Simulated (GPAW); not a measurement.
**Identify the compound from its spectrum**

Method: GPAW, LDA, RPA, without spin-orbit coupling, line width 0.1 eV (Lorentzian); metals get a typed carrier damping. The response is along the first axis of the cell.

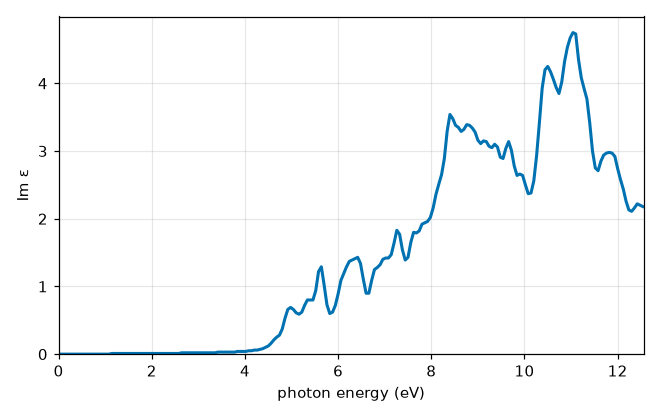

Q: To which candidate does it belong?
A. CaO (Fm-3m)
B. MgI2 (P-3m1)
C. MgO (Fm-3m)

A: C. MgO (Fm-3m): ε∞ = 3.11 along the first axis, strongest peak along the first axis at 11.05 eV. The others: CaO (Fm-3m), ε∞ = 3.77 along the first axis, strongest peak along the first axis at 9.39 eV; MgI2 (P-3m1), ε∞ = 4.38 along the first axis, strongest peak along the first axis at 5.97 eV.
